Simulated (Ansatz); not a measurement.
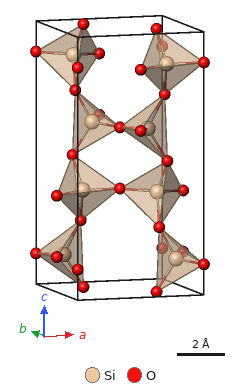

Crystalline SiO₂ (set up in I4_122), before the relaxation. The picture is a polyhedral view of the conventional cell (2 times the calculation's cell), seen slightly off an axis. Lengths and directions refer to the drawn axes.

Computed with DFT r2SCAN, scalar-relativistic, plane waves, PAW in Ansatz.

Input file:
```yaml
crystal:
  lattice:
    - [-2.837898, 2.837898, 5.66021]
    - [2.837898, -2.837898, 5.66021]
    - [2.837898, 2.837898, -5.66021]
  atoms:
    - { symbol: Si, position: [0.375, 0.986382, 0.111382] }
    - { symbol: Si, position: [0.736382, 0.125, 0.111382] }
    - { symbol: Si, position: [0.013618, 0.625, 0.888618] }
    - { symbol: Si, position: [0.875, 0.263618, 0.888618] }
    - { symbol: O, position: [0.717877, 0.282123, 0.0] }
    - { symbol: O, position: [0.282123, 0.717877, 0.0] }
    - { symbol: O, position: [0.866273, 0.366273, 0.5] }
    - { symbol: O, position: [0.883727, 0.883727, 0.0] }
    - { symbol: O, position: [0.116273, 0.116273, 0.0] }
    - { symbol: O, position: [0.032123, 0.532123, 0.064246] }
    - { symbol: O, position: [0.467877, 0.967877, 0.935754] }
    - { symbol: O, position: [0.633727, 0.133727, 0.5] }
basis:
  ecutwfc: 500
kpoints:
  mp_grid: { grid: [6, 6, 6] }
hamiltonian:
  xc: r2scan
scf:
  occupations: { method: gaussian, width: 0.02 }
output:
  forces: true
  stress: true
  eigenvalues: true
  write_density: true
  write_potential: true
  elf: true
  volumetric_format: npy
relax:
  adjacent_minimum: "off"
  f_tol: 0.005
  max_steps: 80
  cell: { stress_tol: 0.05 }
```

Command:
```bash
ansatz run input.yaml --threads 2 --pin off --max-ram 5120MiB --backend cpu --events-out ev --progress --plain --runs-dir out
```

Q: What does the optimiser find from here?

A: The largest moves relative to the cell, 0.006 Å, are those of 8 atoms (Si1, Si2, Si3, Si4 and others). O9 goes along −c. Largest moves by element: O 0.006 Å, Si 0.006 Å. The drawn cell changes as follows: a = b 5.676 → 5.615 Å (−1.1 %), c 11.320 → 11.230 Å (−0.8 %); the volume changes by −2.9 %. Among the contacts that change: Si1–O11 1.643 → 1.628 Å, Si1–O12 1.625 → 1.611 Å. The space group stays I4_122 (No. 98). Over 4 accepted moves (5 points after the start) the energy falls by 5.8 meV per atom. Largest force component: 0.32 eV/Å at the start, 0.0018 eV/Å at the end. The pressure goes from −4.37 to 0.01 GPa. The SCF was repeated once at an unchanged geometry on a basis and grid sized afresh for the cell, which shifted the energy by 0.2 meV per atom at most.

History of the run:

```tsv
step	E − E(0), meV/atom	largest force component, eV/Å	pressure, GPa	volume, Å³/atom	note
0	0.00	0.3162	-4.37	15.195	
1	-4.23	0.1838	-2.35	14.981	
2	-5.92	0.0403	0.10	14.738	
3	-5.94	0.0074	0.08	14.743	
4	-5.94	0.0018	0.00	14.752	
5	-5.77	0.0018	0.01	14.752	same geometry, new basis
```

The end point in the same view:

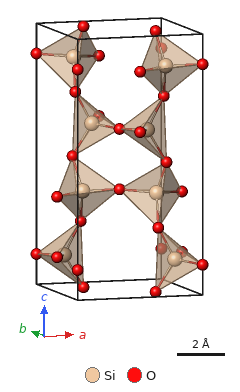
